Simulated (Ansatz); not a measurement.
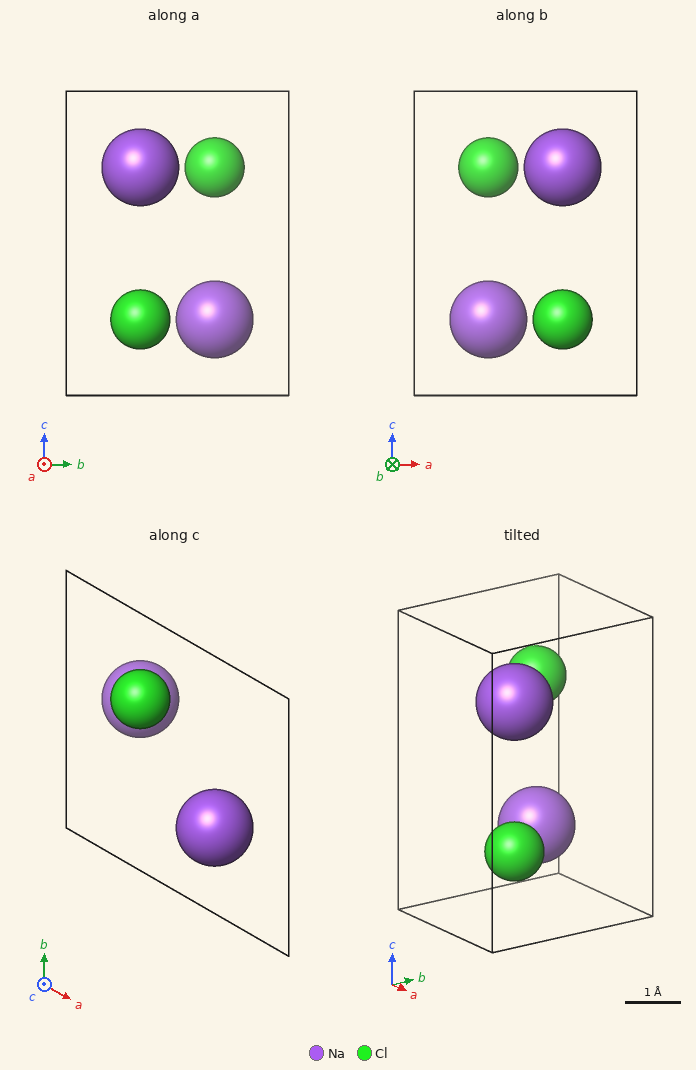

View along the a axis, along the b axis, along the c axis and slightly off an axis, drawn as a spheres-only model. The wireframe shows the conventional unit cell.

Lattice parameters: a = 4.7507 Å, b = 4.7507 Å, c = 5.6148 Å, α = 90.000°, β = 90.000°, γ = 120.000°.

Question: Record the structure as a CIF in P1 with every atom of the cell.

Answer:
```cif
data_structure
_symmetry_space_group_name_H-M 'P 1'
_symmetry_Int_Tables_number 1
_cell_length_a 4.7507
_cell_length_b 4.7507
_cell_length_c 5.6148
_cell_angle_alpha 90.000
_cell_angle_beta 90.000
_cell_angle_gamma 120.000
_cell_volume 109.74
loop_
_atom_site_label
_atom_site_type_symbol
_atom_site_fract_x
_atom_site_fract_y
_atom_site_fract_z
_atom_site_occupancy
Na1 Na 0.3333 0.6667 0.2500 1
Na2 Na 0.6667 0.3333 0.7500 1
Cl1 Cl 0.6667 0.3333 0.2500 1
Cl2 Cl 0.3333 0.6667 0.7500 1
```

The structure comes from a structure type filled with these elements by a generator (whether the compound takes this form wasn't checked). What is shown is the relaxed result from Ansatz 0.2.0, DFT, HSE06, plane waves, PAW.
